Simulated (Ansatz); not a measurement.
A structure file:

```
CELL_PARAMETERS angstrom
3.02332 0.00000 0.00000
0.00000 3.02332 0.00000
0.00000 0.00000 3.10288
ATOMIC_POSITIONS crystal
Al 0.00000 0.00000 0.00000
Al 0.50000 0.50000 0.50000
```

**What would you see if this were drawn?**

The element is aluminium. Strictly the space group is I4/mmm (No. 139, within 0.01 Å). It is a distorted form of a body-centred cubic structure, space group Im-3m (No. 229) within 0.25 Å: body-centred cubic (W type). The cell holds two atoms. Al bonds to eight Al in a cubic arrangement at 2.64 Å. The bonds build a three-dimensional framework.

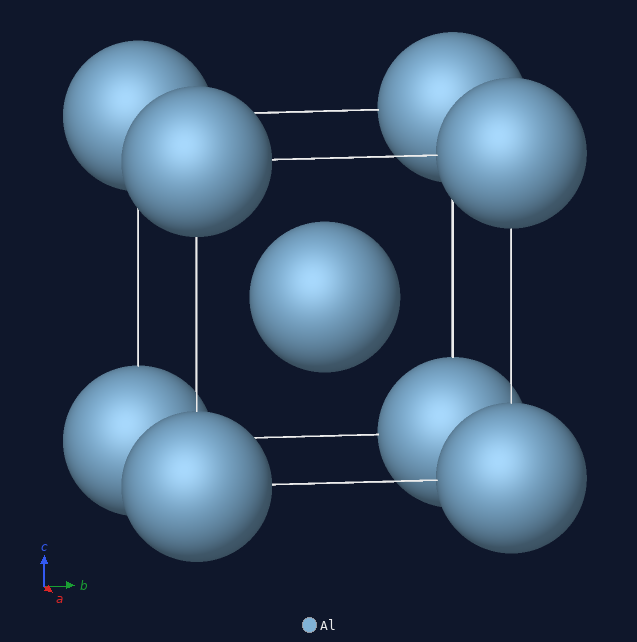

Spheres-only model, viewed slightly off an axis. Atoms at the boundary of the drawn cell (a repeat of the simulation cell) (the box) are drawn once for each face, edge or corner they touch.

It goes back to a structure listed in the Materials Project. The cell was then strained or its atoms displaced on purpose. Ansatz was used for an electronic-structure calculation on it.

At this level of theory the cell isn't at rest (compressed, at 13 GPa), so its distances can differ from those at equilibrium, the more so the softer the solid.
